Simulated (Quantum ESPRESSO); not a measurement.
# Energy of InAs along an even scaling of the cell

System: InAs (F-43m, 2 atoms in the cell).
Method: Kohn-Sham DFT of a periodic cell, PBEsol, PseudoDojo 0.4.1 SR PBEsol standard, no spin polarisation (Quantum ESPRESSO 7.5).

The 7 runs differ only in the geometry, by an even scaling of the cell at fixed fractional positions. The structure derives from an entry of the Crystallography Open Database.

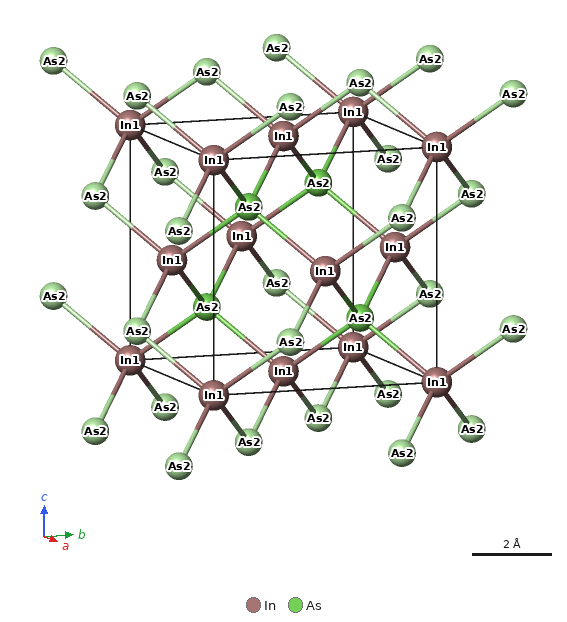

Figure 1. The structure of run 4 (ball-and-stick view of the cell 4 times as large as that of the calculation, set on its symmetry axes, seen slightly off an axis; neighbours outside the cell are drawn fainter; atoms are numbered from 1 in the order of the input).

## Input of run 4
```
&CONTROL
  calculation = 'scf'
  prefix = 'pwscf'
  outdir = './tmp'
  pseudo_dir = './pseudo'
  tprnfor = .true.
  tstress = .true.
  disk_io = 'nowf'
/
&SYSTEM
  ibrav = 0
  nat = 2
  ntyp = 2
  ecutwfc = 84
  nbnd = 21
  occupations = 'smearing'
  smearing = 'fd'
  degauss = 0.00367493
/
&ELECTRONS
  conv_thr = 4d-10
  electron_maxstep = 120
  mixing_beta = 0.5
/
ATOMIC_SPECIES
In   114.8180 In.upf
As    74.9216 As.upf
CELL_PARAMETERS angstrom
   0.0000000000    3.0180000000    3.0180000000
   3.0180000000    0.0000000000    3.0180000000
   3.0180000000    3.0180000000    0.0000000000
ATOMIC_POSITIONS crystal
In     0.0000000000    0.0000000000    0.0000000000
As     0.7500000000    0.7500000000    0.7500000000
K_POINTS automatic
8 8 8 0 0 0
```

Command:
```bash
OMP_NUM_THREADS=1 pw.x -in pw.in > pw.out
```

Run 5 differs from it as follows:
```diff
-   0.0000000000    3.0180000000    3.0180000000
-   3.0180000000    0.0000000000    3.0180000000
-   3.0180000000    3.0180000000    0.0000000000
+   0.0000000000    3.0379873375    3.0379873375
+   3.0379873375    0.0000000000    3.0379873375
+   3.0379873375    3.0379873375    0.0000000000
```

## Results, with one run withheld

```tsv
run	volume per atom (Å³)	free energy per atom, from the lowest run given (meV)	pressure (GPa)
1	25.840	41.45	6.09
2	26.389	23.42	4.44
3	26.939	10.78	2.95
4	27.489	3.00	1.61
5	28.039	?	?
6	28.588	0.00	−0.66
7	29.138	3.91	−1.61
```

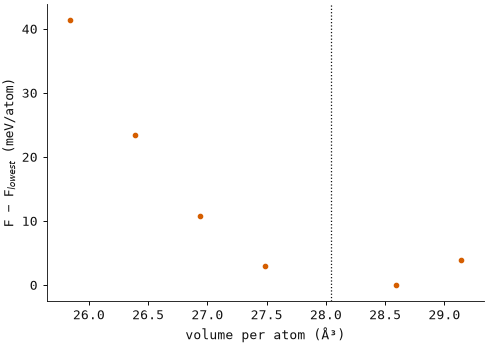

Figure 2. Free energy per atom of the runs given; the dotted line marks run 5.

What should run 5 give?

A cubic polynomial in V^(−2/3) (the Birch–Murnaghan form), fitted to the 6 runs given, misses them by under 0.01 meV per atom. With x = V^(−2/3) − 0.11014 Å⁻², it reads F = 4.4429 + 4455.9 x + 9.7135e+05 x² + 3.1404e+06 x³ (meV per atom). At run 5 it gives −0.44 meV per atom, and the run itself gives −0.44. The slope of the fit gives a pressure −dF/dV of 0.42 GPa there, and the run prints 0.41 GPa. The fit has its minimum at 28.246 Å³ per atom, where V d²F/dV² gives 55.7 GPa: the bulk modulus at this level, since symmetry fixes the shape and the positions.

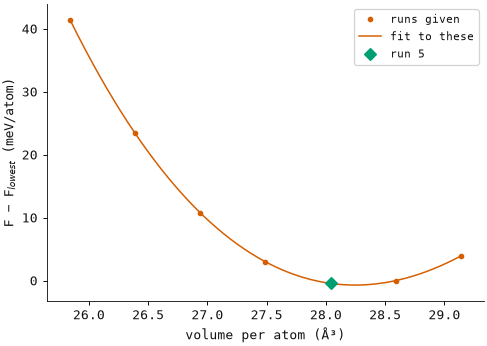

Figure 3. The fit and the withheld run.

## Some lines of the output (run 5)
```
[...]
     unit-cell volume          =     378.4291 (a.u.)^3
     number of k points=    29  Fermi-Dirac smearing, width (Ry)=  0.0037
     total energy              =    -344.47809925 Ry
     total energy              =    -344.48967585 Ry
     total energy              =    -344.48993729 Ry
     total energy              =    -344.48998697 Ry
     total energy              =    -344.48999338 Ry
     total energy              =    -344.48999369 Ry
     total energy              =    -344.48999370 Ry
     the Fermi energy is     7.8147 ev
!    total energy              =    -344.48999370 Ry
     The total energy is F=E-TS. E is the sum of the following terms:
     Computing stress (Cartesian axis) and pressure
          total   stress  (Ry/bohr**3)                   (kbar)     P=        4.12
```
